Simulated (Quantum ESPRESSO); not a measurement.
# SnO₂: band-structure run (part 1 of 2)

The run: band-structure run of SnO₂ (P4₂/mnm, 6 atoms in the cell). Method and program: Kohn-Sham DFT of a periodic cell, LDA, GBRV 1.5 LDA, no spin polarisation (Quantum ESPRESSO 7.5).

The structure derives from an entry of the Crystallography Open Database.

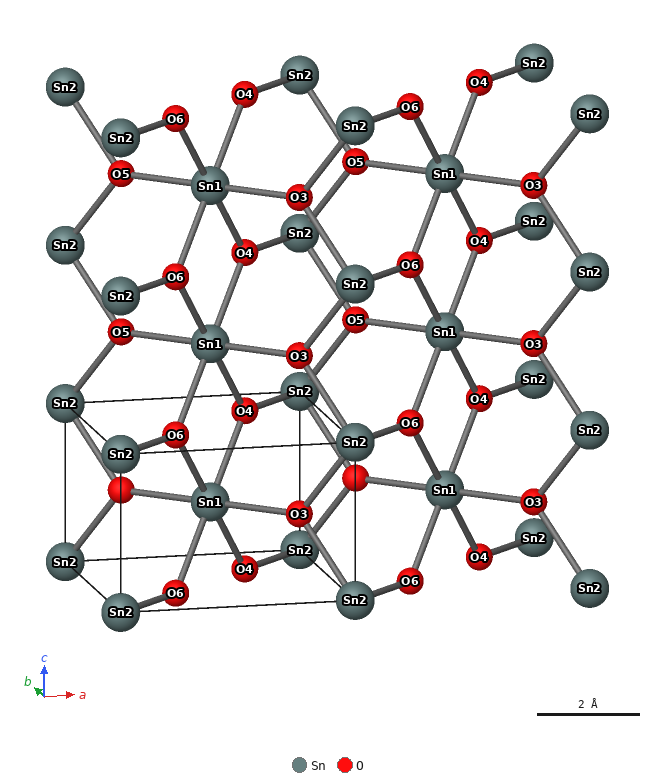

Figure 1. The structure (ball-and-stick view of the cell of the calculation, repeated 2 × 1 × 3, seen slightly off an axis; atoms are numbered from 1 in the order of the input). An atom can appear more than once, as a periodic image. Near neighbours in the periodic cell (some may lie outside the picture): Sn has 6 O at 2.05 to 2.06 Å; O has 3 Sn at 2.05 to 2.06 Å.

### Summary

| quantity | value |
| --- | --- |
| outcome | converged |
| space group (tolerance 0.01 Å) | P4₂/mnm (136) |
| electrons treated | 52 |
| free energy | −6083.5438 eV |
| Fermi energy | 9.777 eV |
| gap on the k-point mesh | 1.15 eV |
| gap on the band path | 1.15 eV |
| pressure | −0.10 GPa |
| largest force (length of the vector) | 0.165 eV/Å |
| hardware | 2 threads of Intel Xeon (Granite Rapids), 192 GiB of memory available, shared host |
| wall time | 91 s (CPU time 3 min) |
| peak memory | 0.62 GiB |

### The input
```
&CONTROL
  calculation = 'scf'
  prefix = 'pwscf'
  outdir = './tmp'
  pseudo_dir = './pseudo'
  tprnfor = .true.
  tstress = .true.
  disk_io = 'low'
/
&SYSTEM
  ibrav = 0
  celldm(1) = 8
  nat = 6
  ntyp = 2
  ecutwfc = 68
  ecutrho = 544
  nbnd = 36
  occupations = 'smearing'
  smearing = 'fd'
  degauss = 0.00367493
/
&ELECTRONS
  conv_thr = 1.2d-09
  electron_maxstep = 120
  mixing_beta = 0.5
/
ATOMIC_SPECIES
Sn   118.7100 sn_lda_v1.4.uspp.F.UPF
O     15.9990 o_lda_v1.2.uspp.F.UPF
CELL_PARAMETERS alat
  1.1191902973096   0.0000000000000   0.0000000000000
  0.0000000000000   1.1191902973096   0.0000000000000
  0.0000000000000   0.0000000000000   0.7527015370150
ATOMIC_POSITIONS crystal
Sn     0.5000000000    0.5000000000    0.5000000000
Sn     0.0000000000    0.0000000000    0.0000000000
O      0.8071000000    0.1929000000    0.5000000000
O      0.6929000000    0.6929000000    0.0000000000
O      0.1929000000    0.8071000000    0.5000000000
O      0.3071000000    0.3071000000    0.0000000000
K_POINTS automatic
6 6 8 0 0 0
```

### File bands.in
```
&CONTROL
  calculation = 'bands'
  prefix = 'pwscf'
  outdir = './tmp'
  pseudo_dir = './pseudo'
  disk_io = 'low'
  verbosity = 'high'
/
&SYSTEM
  ibrav = 0
  celldm(1) = 8
  nat = 6
  ntyp = 2
  ecutwfc = 68
  ecutrho = 544
  nbnd = 36
  occupations = 'smearing'
  smearing = 'fd'
  degauss = 0.00367493
/
&ELECTRONS
  conv_thr = 1d-08
  electron_maxstep = 120
  mixing_beta = 0.5
  diago_full_acc = .true.
  startingwfc = 'random'
/
ATOMIC_SPECIES
Sn   118.7100 sn_lda_v1.4.uspp.F.UPF
O     15.9990 o_lda_v1.2.uspp.F.UPF
CELL_PARAMETERS alat
  1.1191902973096   0.0000000000000   0.0000000000000
  0.0000000000000   1.1191902973096   0.0000000000000
  0.0000000000000   0.0000000000000   0.7527015370150
ATOMIC_POSITIONS crystal
Sn     0.5000000000    0.5000000000    0.5000000000
Sn     0.0000000000    0.0000000000    0.0000000000
O      0.8071000000    0.1929000000    0.5000000000
O      0.6929000000    0.6929000000    0.0000000000
O      0.1929000000    0.8071000000    0.5000000000
O      0.3071000000    0.3071000000    0.0000000000
K_POINTS crystal
60
 0.0000000000  0.0000000000  0.0000000000 1
 0.0000000000  0.1250000000  0.0000000000 1
 0.0000000000  0.2500000000  0.0000000000 1
 0.0000000000  0.3750000000  0.0000000000 1
 0.0000000000  0.5000000000  0.0000000000 1
 0.1250000000  0.5000000000  0.0000000000 1
 0.2500000000  0.5000000000  0.0000000000 1
 0.3750000000  0.5000000000  0.0000000000 1
 0.5000000000  0.5000000000  0.0000000000 1
 0.4285714286  0.4285714286  0.0000000000 1
 0.3571428571  0.3571428571  0.0000000000 1
 0.2857142857  0.2857142857  0.0000000000 1
 0.2142857143  0.2142857143  0.0000000000 1
 0.1428571429  0.1428571429  0.0000000000 1
 0.0714285714  0.0714285714  0.0000000000 1
 0.0000000000  0.0000000000  0.0000000000 1
 0.0000000000  0.0000000000  0.0714285714 1
 0.0000000000  0.0000000000  0.1428571429 1
 0.0000000000  0.0000000000  0.2142857143 1
 0.0000000000  0.0000000000  0.2857142857 1
 0.0000000000  0.0000000000  0.3571428571 1
 0.0000000000  0.0000000000  0.4285714286 1
 0.0000000000  0.0000000000  0.5000000000 1
 0.0000000000  0.1000000000  0.5000000000 1
 0.0000000000  0.2000000000  0.5000000000 1
 0.0000000000  0.3000000000  0.5000000000 1
 0.0000000000  0.4000000000  0.5000000000 1
 0.0000000000  0.5000000000  0.5000000000 1
 0.1000000000  0.5000000000  0.5000000000 1
 0.2000000000  0.5000000000  0.5000000000 1
 0.3000000000  0.5000000000  0.5000000000 1
 0.4000000000  0.5000000000  0.5000000000 1
 0.5000000000  0.5000000000  0.5000000000 1
 0.4375000000  0.4375000000  0.5000000000 1
 0.3750000000  0.3750000000  0.5000000000 1
 0.3125000000  0.3125000000  0.5000000000 1
 0.2500000000  0.2500000000  0.5000000000 1
 0.1875000000  0.1875000000  0.5000000000 1
 0.1250000000  0.1250000000  0.5000000000 1
 0.0625000000  0.0625000000  0.5000000000 1
 0.0000000000  0.0000000000  0.5000000000 1
 0.0000000000  0.5000000000  0.0000000000 1
 0.0000000000  0.5000000000  0.0555555556 1
 0.0000000000  0.5000000000  0.1111111111 1
 0.0000000000  0.5000000000  0.1666666667 1
 0.0000000000  0.5000000000  0.2222222222 1
 0.0000000000  0.5000000000  0.2777777778 1
 0.0000000000  0.5000000000  0.3333333333 1
 0.0000000000  0.5000000000  0.3888888889 1
 0.0000000000  0.5000000000  0.4444444444 1
 0.0000000000  0.5000000000  0.5000000000 1
 0.5000000000  0.5000000000  0.0000000000 1
 0.5000000000  0.5000000000  0.0625000000 1
 0.5000000000  0.5000000000  0.1250000000 1
 0.5000000000  0.5000000000  0.1875000000 1
 0.5000000000  0.5000000000  0.2500000000 1
 0.5000000000  0.5000000000  0.3125000000 1
 0.5000000000  0.5000000000  0.3750000000 1
 0.5000000000  0.5000000000  0.4375000000 1
 0.5000000000  0.5000000000  0.5000000000 1
```

Command:
```bash
OMP_NUM_THREADS=1 mpirun -n 2 pw.x -nk 2 -in pw.in > pw.out
OMP_NUM_THREADS=1 mpirun -n 2 pw.x -nk 2 -in bands.in > bands.out
```

### The program's output
```
This program is part of the open-source Quantum ESPRESSO suite
     for quantum simulation of materials; please cite
         "P. Giannozzi et al., J. Phys.:Condens. Matter 21 395502 (2009);
         "P. Giannozzi et al., J. Phys.:Condens. Matter 29 465901 (2017);
         "P. Giannozzi et al., J. Chem. Phys. 152 154105 (2020);
          URL
     in publications or presentations arising from this work. More details at

     Message from routine setup:
     using ibrav=0 with symmetry is DISCOURAGED, use correct ibrav instead

     K-points division:     npool     =       2
     Subspace diagonalization in iterative solution of the eigenvalue problem:
     a serial algorithm will be used

     G-vector sticks info
     --------------------
     sticks:   dense  smooth     PW     G-vecs:    dense   smooth      PW
     Sum        3457    1741    509               103349    36603    5869

     Using Slab Decomposition

     bravais-lattice index     =            0
     lattice parameter (alat)  =       8.0000  a.u.
     unit-cell volume          =     482.7259 (a.u.)^3
     number of atoms/cell      =            6
     number of atomic types    =            2
     number of electrons       =        52.00
     number of Kohn-Sham states=           36
     kinetic-energy cutoff     =      68.0000  Ry
     charge density cutoff     =     544.0000  Ry
     scf convergence threshold =      1.2E-09
     mixing beta               =       0.5000
     number of iterations used =            8  plain     mixing
     Exchange-correlation= SLA  PZ   NOGX NOGC
                           (   1   1   0   0   0   0   0)

     celldm(1)=   8.000000  celldm(2)=   0.000000  celldm(3)=   0.000000
     celldm(4)=   0.000000  celldm(5)=   0.000000  celldm(6)=   0.000000

     crystal axes: (cart. coord. in units of alat)
               a(1) = (   1.119190   0.000000   0.000000 )
               a(2) = (   0.000000   1.119190   0.000000 )
               a(3) = (   0.000000   0.000000   0.752702 )

     reciprocal axes: (cart. coord. in units 2 pi/alat)
               b(1) = (  0.893503  0.000000  0.000000 )
               b(2) = (  0.000000  0.893503  0.000000 )
               b(3) = (  0.000000  0.000000  1.328548 )

     PseudoPot. # 1 for Sn read from file:
     sn_lda_v1.4.uspp.F.UPF
     Pseudo is Ultrasoft + core correction, Zval = 14.0
     Generated by new atomic code, or converted to UPF format
     Using radial grid of  891 points,  6 beta functions with:
                l(1) =   0
                l(2) =   0
                l(3) =   1
                l(4) =   1
                l(5) =   2
                l(6) =   2
     Q(r) pseudized with  8 coefficients,  rinner =    1.350   1.350   1.350
                                                       1.350   1.350

     PseudoPot. # 2 for O  read from file:
     o_lda_v1.2.uspp.F.UPF
     Pseudo is Ultrasoft + core correction, Zval =  6.0
     Generated by new atomic code, or converted to UPF format
     Using radial grid of  737 points,  5 beta functions with:
                l(1) =   0
                l(2) =   0
                l(3) =   1
                l(4) =   1
                l(5) =   2
     Q(r) pseudized with  8 coefficients,  rinner =    0.900   0.900   0.900
                                                       0.900   0.900

     atomic species   valence    mass     pseudopotential
     Sn               14.00   118.71000     Sn( 1.00)
     O                 6.00    15.99900     O ( 1.00)

     16 Sym. Ops., with inversion, found ( 8 have fractional translation)

   Cartesian axes

     site n.     atom                  positions (alat units)
         1        Sn     tau(   1) = (   0.5595951   0.5595951   0.3763508  )
         2        Sn     tau(   2) = (   0.0000000   0.0000000   0.0000000  )
         3        O      tau(   3) = (   0.9032985   0.2158918   0.3763508  )
         4        O      tau(   4) = (   0.7754870   0.7754870   0.0000000  )
         5        O      tau(   5) = (   0.2158918   0.9032985   0.3763508  )
         6        O      tau(   6) = (   0.3437033   0.3437033   0.0000000  )

     number of k points=    50  Fermi-Dirac smearing, width (Ry)=  0.0037
                       cart. coord. in units 2pi/alat
        k(    1) = (   0.0000000   0.0000000   0.0000000), wk =   0.0069444
        k(    2) = (   0.0000000   0.0000000   0.1660685), wk =   0.0138889
        k(    3) = (   0.0000000   0.0000000   0.3321370), wk =   0.0138889
        k(    4) = (   0.0000000   0.0000000   0.4982054), wk =   0.0138889
        k(    5) = (   0.0000000   0.0000000  -0.6642739), wk =   0.0069444
        k(    6) = (   0.0000000   0.1489172   0.0000000), wk =   0.0277778
        k(    7) = (   0.0000000   0.1489172   0.1660685), wk =   0.0555556
        k(    8) = (   0.0000000   0.1489172   0.3321370), wk =   0.0555556
        k(    9) = (   0.0000000   0.1489172   0.4982054), wk =   0.0555556
        k(   10) = (   0.0000000   0.1489172  -0.6642739), wk =   0.0277778
        k(   11) = (   0.0000000   0.2978344   0.0000000), wk =   0.0277778
        k(   12) = (   0.0000000   0.2978344   0.1660685), wk =   0.0555556
        k(   13) = (   0.0000000   0.2978344   0.3321370), wk =   0.0555556
        k(   14) = (   0.0000000   0.2978344   0.4982054), wk =   0.0555556
        k(   15) = (   0.0000000   0.2978344  -0.6642739), wk =   0.0277778
        k(   16) = (   0.0000000  -0.4467515   0.0000000), wk =   0.0138889
        k(   17) = (   0.0000000  -0.4467515   0.1660685), wk =   0.0277778
        k(   18) = (   0.0000000  -0.4467515   0.3321370), wk =   0.0277778
        k(   19) = (   0.0000000  -0.4467515   0.4982054), wk =   0.0277778
        k(   20) = (   0.0000000  -0.4467515  -0.6642739), wk =   0.0138889
        k(   21) = (   0.1489172   0.1489172   0.0000000), wk =   0.0277778
        k(   22) = (   0.1489172   0.1489172   0.1660685), wk =   0.0555556
        k(   23) = (   0.1489172   0.1489172   0.3321370), wk =   0.0555556
        k(   24) = (   0.1489172   0.1489172   0.4982054), wk =   0.0555556
        k(   25) = (   0.1489172   0.1489172  -0.6642739), wk =   0.0277778
        k(   26) = (   0.1489172   0.2978344   0.0000000), wk =   0.0555556
        k(   27) = (   0.1489172   0.2978344   0.1660685), wk =   0.1111111
        k(   28) = (   0.1489172   0.2978344   0.3321370), wk =   0.1111111
        k(   29) = (   0.1489172   0.2978344   0.4982054), wk =   0.1111111
        k(   30) = (   0.1489172   0.2978344  -0.6642739), wk =   0.0555556
        k(   31) = (   0.1489172  -0.4467515   0.0000000), wk =   0.0277778
        k(   32) = (   0.1489172  -0.4467515   0.1660685), wk =   0.0555556
        k(   33) = (   0.1489172  -0.4467515   0.3321370), wk =   0.0555556
        k(   34) = (   0.1489172  -0.4467515   0.4982054), wk =   0.0555556
        k(   35) = (   0.1489172  -0.4467515  -0.6642739), wk =   0.0277778
        k(   36) = (   0.2978344   0.2978344   0.0000000), wk =   0.0277778
        k(   37) = (   0.2978344   0.2978344   0.1660685), wk =   0.0555556
        k(   38) = (   0.2978344   0.2978344   0.3321370), wk =   0.0555556
        k(   39) = (   0.2978344   0.2978344   0.4982054), wk =   0.0555556
        k(   40) = (   0.2978344   0.2978344  -0.6642739), wk =   0.0277778
        k(   41) = (   0.2978344  -0.4467515   0.0000000), wk =   0.0277778
        k(   42) = (   0.2978344  -0.4467515   0.1660685), wk =   0.0555556
        k(   43) = (   0.2978344  -0.4467515   0.3321370), wk =   0.0555556
        k(   44) = (   0.2978344  -0.4467515   0.4982054), wk =   0.0555556
        k(   45) = (   0.2978344  -0.4467515  -0.6642739), wk =   0.0277778
        k(   46) = (  -0.4467515  -0.4467515   0.0000000), wk =   0.0069444
        k(   47) = (  -0.4467515  -0.4467515   0.1660685), wk =   0.0138889
        k(   48) = (  -0.4467515  -0.4467515   0.3321370), wk =   0.0138889
        k(   49) = (  -0.4467515  -0.4467515   0.4982054), wk =   0.0138889
        k(   50) = (  -0.4467515  -0.4467515  -0.6642739), wk =   0.0069444

     Dense  grid:   103349 G-vectors     FFT dimensions: (  72,  72,  48)

     Smooth grid:    36603 G-vectors     FFT dimensions: (  48,  48,  32)

     Check: negative core charge=   -0.000002

     Initial potential from superposition of free atoms

     starting charge      49.9999, renormalised to      52.0000
     Starting wfcs are   34 randomized atomic wfcs +    2 random wfcs

     Self-consistent Calculation

     iteration #  1     ecut=    68.00 Ry     beta= 0.50
     Davidson diagonalization with overlap
     ethr =  1.00E-02,  avg # of iterations =  6.5

     total energy              =    -446.67662736 Ry
     estimated scf accuracy    <       1.58219331 Ry

     iteration #  2     ecut=    68.00 Ry     beta= 0.50
     Davidson diagonalization with overlap
     ethr =  3.04E-03,  avg # of iterations =  2.0

     total energy              =    -447.08496876 Ry
     estimated scf accuracy    <       0.27711933 Ry

     iteration #  3     ecut=    68.00 Ry     beta= 0.50
     Davidson diagonalization with overlap
     ethr =  5.33E-04,  avg # of iterations =  2.2

     total energy              =    -447.13080913 Ry
     estimated scf accuracy    <       0.01444673 Ry

     iteration #  4     ecut=    68.00 Ry     beta= 0.50
     Davidson diagonalization with overlap
     ethr =  2.78E-05,  avg # of iterations =  5.7

     total energy              =    -447.13195133 Ry
     estimated scf accuracy    <       0.00136064 Ry

     iteration #  5     ecut=    68.00 Ry     beta= 0.50
     Davidson diagonalization with overlap
     ethr =  2.62E-06,  avg # of iterations =  4.0

     total energy              =    -447.13219483 Ry
     estimated scf accuracy    <       0.00005497 Ry

     iteration #  6     ecut=    68.00 Ry     beta= 0.50
     Davidson diagonalization with overlap
     ethr =  1.06E-07,  avg # of iterations =  3.0

     total energy              =    -447.13221939 Ry
     estimated scf accuracy    <       0.00001800 Ry

     iteration #  7     ecut=    68.00 Ry     beta= 0.50
     Davidson diagonalization with overlap
     ethr =  3.46E-08,  avg # of iterations =  2.0

     total energy              =    -447.13222255 Ry
     estimated scf accuracy    <       0.00000031 Ry

     iteration #  8     ecut=    68.00 Ry     beta= 0.50
     Davidson diagonalization with overlap
     ethr =  5.90E-10,  avg # of iterations =  4.7

     total energy              =    -447.13222282 Ry
     estimated scf accuracy    <          7.2E-09 Ry

     iteration #  9     ecut=    68.00 Ry     beta= 0.50
     Davidson diagonalization with overlap
     ethr =  1.39E-11,  avg # of iterations =  4.0

     End of self-consistent calculation

          k = 0.0000 0.0000 0.0000 (  4571 PWs)   bands (ev):

   -11.8245 -11.0921 -10.7969 -10.7831 -10.7831 -10.6794 -10.6416 -10.5483
   -10.5214 -10.5214  -9.5564  -7.5923  -7.5923  -5.8110   0.9596   5.0396
     5.0396   5.1428   6.0059   7.1050   7.2261   7.9417   7.9417   8.4105
     8.4105   9.1901  10.3423  15.0964  15.3224  15.3224  19.3081  19.5302
    21.0479  21.0479  21.5022  21.5998

          k = 0.0000 0.0000 0.1661 (  4580 PWs)   bands (ev):

   -11.7484 -10.9982 -10.9287 -10.9287 -10.7676 -10.6924 -10.6349 -10.5489
   -10.5429 -10.5429  -9.4717  -7.3449  -7.3449  -5.9281   0.9289   5.0167
     5.1882   5.1882   6.0806   6.1108   7.1080   7.3469   7.3469   8.4453
     8.4453   9.0567  11.3123  15.4251  15.9813  15.9813  18.3857  20.4249
    20.9838  20.9838  21.3705  21.4759

          k = 0.0000 0.0000 0.3321 (  4576 PWs)   bands (ev):

   -11.5495 -11.2289 -11.2289 -10.8413 -10.6889 -10.6871 -10.6173 -10.5847
   -10.5847 -10.5516  -9.1744  -6.7933  -6.7933  -6.3035   0.9131   4.4386
     4.8600   5.5379   5.5379   6.3022   6.3022   6.4172   6.6364   8.3409
     8.3409   8.6788  12.9111  15.9125  17.4179  17.4179  17.7751  20.7416
    20.7529  20.7529  21.2544  21.4292

          k = 0.0000 0.0000 0.4982 (  4616 PWs)   bands (ev):

   -11.4777 -11.4777 -11.2996 -10.9044 -10.6233 -10.6233 -10.5948 -10.5909
   -10.5613 -10.5593  -8.5915  -6.9535  -6.2699  -6.2699   1.1299   2.9280
     4.9624   5.1750   5.1750   5.9910   6.2580   6.2580   6.8965   8.0951
     8.0951   8.1238  14.2684  15.8326  17.9199  18.8328  18.8328  19.8004
    20.3504  20.3504  21.4505  22.1989

          k = 0.0000 0.0000-0.6643 (  4576 PWs)   bands (ev):

   -11.5701 -11.5701 -11.0713 -11.0713 -10.6388 -10.6388 -10.5740 -10.5740
   -10.5273 -10.5273  -7.7840  -7.7840  -6.0545  -6.0545   1.7882   1.7882
     4.8347   4.8347   5.3738   5.3738   6.5334   6.5334   7.4939   7.4939
     7.9126   7.9126  15.2195  15.2195  18.7407  18.7407  19.6655  19.6655
    19.9057  19.9057  21.6633  21.6633

          k = 0.0000 0.1489 0.0000 (  4571 PWs)   bands (ev):

   -11.7833 -11.1375 -10.7961 -10.7811 -10.7810 -10.7154 -10.6344 -10.5536
   -10.5238 -10.5237  -9.4660  -7.7930  -7.4284  -5.8641   1.1386   4.5511
     5.1797   5.2502   6.1762   6.9277   7.4131   7.8500   7.9490   7.9657
     8.4281   9.0473  11.0385  14.8930  15.4298  15.5519  19.5922  19.7943
    20.7972  21.0432  21.4687  21.6406

          k = 0.0000 0.1489 0.1661 (  4560 PWs)   bands (ev):

   -11.7116 -11.0768 -10.9287 -10.9239 -10.7611 -10.6916 -10.6284 -10.5544
   -10.5439 -10.5409  -9.3758  -7.5735  -7.2042  -5.9376   1.1205   4.6541
     4.7562   5.6659   5.8619   6.2390   7.1953   7.4176   7.5075   8.2063
     8.4386   8.9725  11.7435  15.2614  16.0619  16.1461  18.6282  20.6099
    20.6669  21.0258  21.3952  21.4472

          k = 0.0000 0.1489 0.3321 (  4578 PWs)   bands (ev):

   -11.5521 -11.2905 -11.1857 -10.8331 -10.6872 -10.6801 -10.6135 -10.5826
   -10.5821 -10.5538  -9.0918  -7.1628  -6.6949  -6.1253   1.1107   4.2208
     4.4249   4.9957   6.0200   6.1164   6.1801   6.8426   7.1430   8.3086
     8.3258   8.6816  13.1179  15.8118  17.4488  17.4650  17.8818  20.2197
    20.7819  21.0112  21.3629  21.3803

          k = 0.0000 0.1489 0.4982 (  4581 PWs)   bands (ev):

   -11.5654 -11.5328 -11.1727 -10.8515 -10.6324 -10.6262 -10.5908 -10.5810
   -10.5615 -10.5587  -8.5630  -7.2176  -6.2088  -6.1215   1.2836   2.8580
     4.3769   5.0183   5.1969   5.2705   6.7653   6.9834   7.1219   8.0508
     8.1726   8.1953  14.3756  15.8065  17.7724  18.4752  18.8897  19.6856
    20.4793  20.6657  21.4305  21.8769
```
